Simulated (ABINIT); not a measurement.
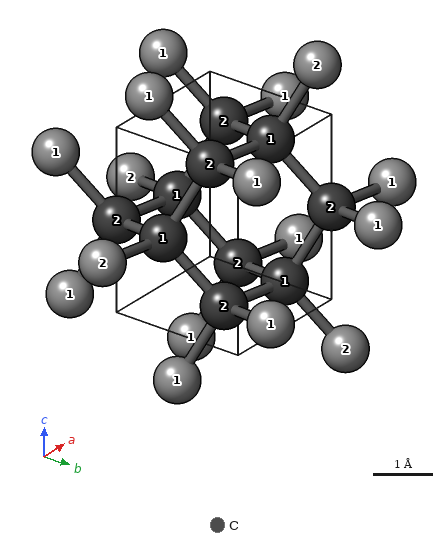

Figure 1. The input geometry (ball-and-stick view of the cell 2 times as large as that of the calculation, set on its symmetry axes, seen at an oblique angle; neighbours outside the cell are drawn fainter; atoms are numbered from 1 in the order of the input). An atom can appear more than once, as a periodic image.

C: geometry relaxation

System: C (I4₁/amd, 2 atoms in the cell).
Method: Kohn-Sham DFT of a periodic cell, PBE, JTH PAW PBE v2.0, no spin polarisation (ABINIT 10.8.3).

The structure derives from an entry of the Crystallography Open Database. The geometry was changed: biaxial strain of 4 %.

## Input
```
# Pseudopotentials
pp_dirpath "./"
pseudos "C.GGA_PBE-JTH.xml"

# Structure
acell 3*1.0
rprim
     0.0000000000     3.5048841140     3.3700808789
     3.5048841140     0.0000000000     3.3700808789
     3.5048841140     3.5048841140     0.0000000000
ntypat 1
znucl 6
natom 2
typat 1 1
xred
     0.7500000000     0.7500000000     0.7500000000
     0.5000000000     0.5000000000     0.5000000000
chkprim 0
chksymtnons 0
tolsym 1.0e-6

# Plane-wave basis
ecut 19.0
pawecutdg 38.0
pawxcdev 0
pawovlp -1

# k points
kptopt 1
ngkpt 10 10 10
nshiftk 1
shiftk 0.0 0.0 0.0

# Exchange and correlation
ixc 11

# Bands and occupations
nband 8
occopt 3
tsmear 0.00183747

# SCF cycle
nstep 100
tolvrs 1.0e-9

# Output
iomode 3
prtwf 0
prtden 0
prteig 0
prtebands 0
enunit 1

# Relaxation
ionmov 22
ntime 60
tolmxf 0.0005
```

Hardware: 1 thread of Arm Neoverse V1, 24 GiB of memory available, shared host.

Launched with:
```bash
abinit run.abi > log 2>&1
```

## The program's output
```
.Version 10.8.3 of ABINIT
 Symmetries : space group I4_1/a m d (#141); Bravais tI (body-center tetrag.)
================================================================================
 Values of the parameters that define the memory need of the present run
     intxc =       0    ionmov =      22      iscf =      17    lmnmax =       8
     lnmax =       4     mgfft =      20  mpssoang =       2    mqgrid =    3001
     natom =       2  nloc_mem =       2    nspden =       1   nspinor =       1
    nsppol =       1      nsym =      16    n1xccc =       1    ntypat =       1
    occopt =       3   xclevel =       2
       mpw =         336          nfft =        8000          nkpt =         102
 PAW method is used; the additional fine FFT grid is defined by:
   mgfftf=        30    nfftf =     27000
================================================================================
================================================================================

--------------------------------------------------------------------------------
------------- Echo of variables that govern the present computation ------------
--------------------------------------------------------------------------------
 -outvars: echo values of preprocessed input variables --------
            acell      1.0000000000E+00  1.0000000000E+00  1.0000000000E+00 Bohr
              amu      1.20110000E+01
          chkprim           0
      chksymtnons           0
             ecut      1.90000000E+01 Hartree
           enunit           1
           ionmov          22
                       outvar_i_n : Printing only first  50 k-points.
              ixc          11
                       outvar_i_n : Printing only first  50 k-points.
         kptrlatt       10    0    0      0   10    0      0    0   10
          kptrlen      4.86226879E+01
            natom           2
            nband           8
            ngfft          20      20      20
          ngfftdg          30      30      30
             nkpt         102
            nstep         100
             nsym          16
            ntime          60
           ntypat           1
                       prtocc : prtvol=0, do not print more k-points.
           occopt           3
        pawecutdg      3.80000000E+01 Hartree
          pawovlp     -1.0000000000E+00
         pawxcdev           0
           prtden           0
        prtebands           0
           prteig           0
            prtwf           0
            rprim      0.0000000000E+00  3.5048841140E+00  3.3700808789E+00
                       3.5048841140E+00  0.0000000000E+00  3.3700808789E+00
                       3.5048841140E+00  3.5048841140E+00  0.0000000000E+00
          spgroup         141
           tolmxf      5.00000000E-04
           tolsym      1.00000000E-06
           tolvrs      1.00000000E-09
           tsmear      1.83747000E-03 Hartree
            typat      1  1
           useylm           1
                       outvars : Printing only first  50 k-points.
           xangst      2.7820571981E+00  2.7820571981E+00  2.6750549982E+00
                       1.8547047987E+00  1.8547047987E+00  1.7833699988E+00
            xcart      5.2573261710E+00  5.2573261710E+00  5.0551213184E+00
                       3.5048841140E+00  3.5048841140E+00  3.3700808789E+00
             xred      7.5000000000E-01  7.5000000000E-01  7.5000000000E-01
                       5.0000000000E-01  5.0000000000E-01  5.0000000000E-01
            znucl        6.00000

================================================================================

 chkinp: Checking input parameters for consistency.

================================================================================
== DATASET  1 ==================================================================

--- !DatasetInfo
iteration_state: {dtset: 1, }
dimensions: {natom: 2, nkpt: 102, mband: 8, nsppol: 1, nspinor: 1, nspden: 1, mpw: 336, }
cutoff_energies: {ecut:  19.0, pawecutdg:  38.0, }
electrons: {nelect:   8.00000000E+00, charge:   0.00000000E+00, occopt:   3.00000000E+00, tsmear:   1.83747000E-03, }
meta: {optdriver: 0, ionmov: 22, optcell: 0, iscf: 17, paral_kgb: 0, }
...

 Exchange-correlation functional for the present dataset will be:
  GGA: Perdew-Burke-Ernzerhof functional - ixc=11
  J.P.Perdew, K.Burke, M.Ernzerhof, PRL 77, 3865 (1996)

 Real(R)+Recip(G) space primitive vectors, cartesian coordinates (Bohr,Bohr^-1):
 R(1)=  0.0000000  3.5048841  3.3700809  G(1)= -0.1426581  0.1426581  0.1483644
 R(2)=  3.5048841  0.0000000  3.3700809  G(2)=  0.1426581 -0.1426581  0.1483644
 R(3)=  3.5048841  3.5048841  0.0000000  G(3)=  0.1426581  0.1426581 -0.1483644
 Unit cell volume ucvol=  8.2797580E+01 bohr^3
 Angles (23,13,12)=  5.93557549E+01  5.93557549E+01  6.12884902E+01 degrees

 Coarse grid specifications (used for wave-functions):

 getcut: wavevector=  0.0000  0.0000  0.0000  ngfft=  20  20  20
         ecut(hartree)=     19.000   => boxcut(ratio)=   2.05636

 Fine grid specifications (used for densities):

 getcut: wavevector=  0.0000  0.0000  0.0000  ngfft=  30  30  30
         ecut(hartree)=     38.000   => boxcut(ratio)=   2.18372

--- Pseudopotential description ------------------------------------------------
- pspini: atom type   1  psp file is ./C.GGA_PBE-JTH.xml
 Pseudopotential format is: paw10
 basis_size (lnmax)=  4 (lmn_size=  8), orbitals=   0   0   1   1
 Spheres core radius: rc_sph= 1.50736703
 Shapefunction is SIN type: shapef(r)=[sin(pi*r/rshp)/(pi*r/rshp)]**2
 Radius for shape functions =  1.30052589
 Compensation charge density is not taken into account in XC energy/potential

   6.99883411E+01                                ecore*ucvol(ha*bohr**3)
--------------------------------------------------------------------------------

================================================================================

=== [ionmov=22] Limited-memory Broyden-Fletcher-Goldfarb-Shanno method
================================================================================

--- Iteration: ( 1/60) Internal Cycle: (1/1)
--------------------------------------------------------------------------------

---SELF-CONSISTENT-FIELD CONVERGENCE--------------------------------------------

--- !BeginCycle
iteration_state: {dtset: 1, itime: 1, icycle: 1, }
solver: {iscf: 17, nstep: 100, nline: 4, wfoptalg: 10, }
tolerances: {tolvrs: 1.00E-09, }
...

     iter   Etot(hartree)      deltaE(h)  residm     nres2
 ETOT  1  -11.473484339834    -1.147E+01 2.168E-01 8.353E+00
 ETOT  2  -11.482009947158    -8.526E-03 5.539E-04 1.042E+00
 ETOT  3  -11.480453322820     1.557E-03 3.669E-05 1.775E-02
 ETOT  4  -11.480543078295    -8.976E-05 2.252E-06 1.517E-03
 ETOT  5  -11.480540637993     2.440E-06 1.005E-07 9.144E-05
 ETOT  6  -11.480540673166    -3.517E-08 1.565E-08 2.607E-07
 ETOT  7  -11.480540673877    -7.112E-10 3.318E-10 2.984E-08
 ETOT  8  -11.480540673839     3.849E-11 5.152E-11 5.540E-10

 At SCF step    8       nres2   =  5.54E-10 < tolvrs=  1.00E-09 =>converged.

 Cartesian components of stress tensor (hartree/bohr^3)
  sigma(1 1)=  1.33677314E-03  sigma(3 2)=  0.00000000E+00
  sigma(2 2)=  1.33677314E-03  sigma(3 1)=  0.00000000E+00
  sigma(3 3)=  2.43464989E-04  sigma(2 1)=  0.00000000E+00

--- !ResultsGS
iteration_state: {dtset: 1, itime: 1, icycle: 1, }
comment   : Summary of ground state results
lattice_vectors:
- [  0.0000000,   3.5048841,   3.3700809, ]
- [  3.5048841,   0.0000000,   3.3700809, ]
- [  3.5048841,   3.5048841,   0.0000000, ]
lattice_lengths: [   4.86227,    4.86227,    4.95665, ]
lattice_angles: [ 59.356,  59.356,  61.288, ] # degrees, (23, 13, 12)
lattice_volume:   8.2797580E+01
convergence: {deltae:  3.849E-11, res2:  5.540E-10, residm:  5.152E-11, diffor: null, }
etotal    :  -1.14805407E+01
entropy   :   0.00000000E+00
fermie    :   4.06190285E-01
cartesian_stress_tensor: # hartree/bohr^3
- [  1.33677314E-03,   0.00000000E+00,   0.00000000E+00, ]
- [  0.00000000E+00,   1.33677314E-03,   0.00000000E+00, ]
- [  0.00000000E+00,   0.00000000E+00,   2.43464989E-04, ]
pressure_GPa:  -2.8607E+01
xred      :
- [  7.5000E-01,   7.5000E-01,   7.5000E-01,  C]
- [  5.0000E-01,   5.0000E-01,   5.0000E-01,  C]
cartesian_forces: # hartree/bohr
- [  7.95144066E-27,  -7.26001104E-27,  -2.51680383E-27, ]
- [ -7.95144066E-27,   7.26001104E-27,   2.51680383E-27, ]
force_length_stats: {min:   1.10574622E-26, max:   1.10574622E-26, mean:   1.10574622E-26, }
...

 Integrated electronic density in atomic spheres:
 ------------------------------------------------
 Atom  Sphere_radius  Integrated_density
    1        1.50737          2.55648689
    2        1.50737          2.57783487

---OUTPUT-----------------------------------------------------------------------

 Cartesian coordinates (xcart) [bohr]
  5.25732617100000E+00  5.25732617100000E+00  5.05512131835000E+00
  3.50488411400000E+00  3.50488411400000E+00  3.37008087890000E+00
 Reduced coordinates (xred)
  7.50000000000000E-01  7.50000000000000E-01  7.50000000000000E-01
  5.00000000000000E-01  5.00000000000000E-01  5.00000000000000E-01
 Cartesian forces (fcart) [Ha/bohr]; max,rms= 7.95144E-27 6.38403E-27 (free atoms)
  7.95144066199728E-27 -7.26001103921491E-27 -2.51680382688762E-27
 -7.95144066199728E-27  7.26001103921490E-27  2.51680382688762E-27
 Gradient of E wrt nuclear positions in reduced coordinates (gred)
  3.39273298117453E-26 -1.93870456067116E-26 -2.42338070083895E-27
 -3.39273298117453E-26  1.93870456067116E-26  2.42338070083895E-27
 Total energy (etotal) [Ha]= -1.14805406738388E+01

 At Broyd/MD step   1, gradients are converged :
  max grad (force/stress) = 7.9514E-27 < tolmxf= 5.0000E-04 ha/bohr (free atoms)

================================================================================

 ----iterations are completed or convergence reached----

 Mean square residual over all n,k,spin=   20.325E-14; max=  51.520E-12
 reduced coordinates (array xred) for    2 atoms
       0.750000000000      0.750000000000      0.750000000000
       0.500000000000      0.500000000000      0.500000000000
 rms dE/dt=  3.4745E-26; max dE/dt=  5.1699E-26; dE/dt below (all hartree)
    1       0.000000000000      0.000000000000     -0.000000000000
    2      -0.000000000000      0.000000000000      0.000000000000

 cartesian coordinates (angstrom) at end:
    1      2.78205719808975     2.78205719808975     2.67505499820596
    2      1.85470479872650     1.85470479872650     1.78336999880397

 cartesian forces (hartree/bohr) at end:
    1      0.00000000000000    -0.00000000000000    -0.00000000000000
    2     -0.00000000000000     0.00000000000000     0.00000000000000
 frms,max,avg= 6.3840288E-27 7.9514407E-27   0.000E+00  0.000E+00  0.000E+00 h/b

 cartesian forces (eV/Angstrom) at end:
    1      0.00000000000000    -0.00000000000000    -0.00000000000000
    2     -0.00000000000000     0.00000000000000     0.00000000000000
 frms,max,avg= 3.2827996E-25 4.0887952E-25   0.000E+00  0.000E+00  0.000E+00 e/A
 length scales=  1.000000000000  1.000000000000  1.000000000000 bohr
              =  0.529177210544  0.529177210544  0.529177210544 angstroms
 Fermi (or HOMO) energy (eV) =  11.05300   Average Vxc (eV)= -12.94828
 Eigenvalues (   eV  ) for nkpt= 102  k points:
 kpt#   1, nband=  8, wtk=  0.00100, kpt=  0.0000  0.0000  0.0000 (reduced coord)
 -11.35092    8.92076    8.92076    9.45588   14.17770   14.64539   14.64539   20.63780
 prteigrs : prtvol=0 or 1, do not print more k-points.

--- !EnergyTerms
iteration_state     : {dtset: 1, itime: 1, icycle: 1, }
comment             : Components of total free energy in Hartree
kinetic             :  6.72445518659762E+00
hartree             :  1.00983655510537E+00
xc                  : -4.29103108763661E+00
Ewald energy        : -1.24602522804588E+01
psp_core            :  8.45294522291076E-01
local_psp           : -4.84288075092979E+00
PAW spherical_terms :  1.53404202478421E+00
internal            : -1.14805358302469E+01
'-kT*entropy'       :  5.96704154587082E-16
total_energy        : -1.14805358302469E+01
total_energy_eV     : -3.12401294787673E+02
...

--- !EnergyTermsDC
iteration_state     : {dtset: 1, itime: 1, icycle: 1, }
comment             : '"Double-counting" decomposition of free energy'
band_energy         :  1.75803952774039E-01
Ewald energy        : -1.24602522804588E+01
psp_core            :  8.45294522291076E-01
xc_dc               : -8.60125356032424E-01
PAW spherical_terms :  8.18738487587317E-01
internal            : -1.14805406738388E+01
'-kT*entropy'       :  5.96704154587082E-16
total_energy_dc     : -1.14805406738388E+01
total_energy_dc_eV  : -3.12401426588522E+02
...

--- !EnergyTermsWithPAWCore
iteration_state     : {dtset: 1, itime: 1, icycle: 1, }
comment             : 'Components of total free energy, including PAW core contributions'
Total energy        : -7.61943701408077E+01
Total energy DC     : -7.61943749843996E+01
Total energy (eV)   : -2.07335443567076E+03
Total energy DC (eV): -2.07335456747161E+03
...

 Cartesian components of stress tensor (hartree/bohr^3)
  sigma(1 1)=  1.33677314E-03  sigma(3 2)=  0.00000000E+00
  sigma(2 2)=  1.33677314E-03  sigma(3 1)=  0.00000000E+00
  sigma(3 3)=  2.43464989E-04  sigma(2 1)=  0.00000000E+00

-Cartesian components of stress tensor (GPa)         [Pressure= -2.8607E+01 GPa]
- sigma(1 1)=  3.93292237E+01  sigma(3 2)=  0.00000000E+00
- sigma(2 2)=  3.93292237E+01  sigma(3 1)=  0.00000000E+00
- sigma(3 3)=  7.16298729E+00  sigma(2 1)=  0.00000000E+00

== END DATASET(S) ==============================================================
================================================================================

 -outvars: echo values of variables after computation  --------
            acell      1.0000000000E+00  1.0000000000E+00  1.0000000000E+00 Bohr
           etotal     -1.1480540674E+01
            fcart      7.9514406620E-27 -7.2600110392E-27 -2.5168038269E-27
                      -7.9514406620E-27  7.2600110392E-27  2.5168038269E-27
            rprim      0.0000000000E+00  3.5048841140E+00  3.3700808789E+00
                       3.5048841140E+00  0.0000000000E+00  3.3700808789E+00
                       3.5048841140E+00  3.5048841140E+00  0.0000000000E+00
           strten      1.3367731414E-03  1.3367731414E-03  2.4346498949E-04
                       0.0000000000E+00  0.0000000000E+00  0.0000000000E+00
           xangst      2.7820571981E+00  2.7820571981E+00  2.6750549982E+00
                       1.8547047987E+00  1.8547047987E+00  1.7833699988E+00
             xred      7.5000000000E-01  7.5000000000E-01  7.5000000000E-01
                       5.0000000000E-01  5.0000000000E-01  5.0000000000E-01
 Calculation completed.
```

## Summary

- outcome: converged
- space group (tolerance 0.01 Å): I4₁/amd (141)
- electrons treated: 8
- free energy: −312.4014 eV
- Fermi energy: 11.053 eV
- gap on the k-point mesh: 3.05 eV
- pressure: −28.61 GPa
- final volume: 12.27 Å³
- largest force (length of the vector): under 0.001 eV/Å
- wall time: 6.7 s
- peak memory: 0.07 GiB
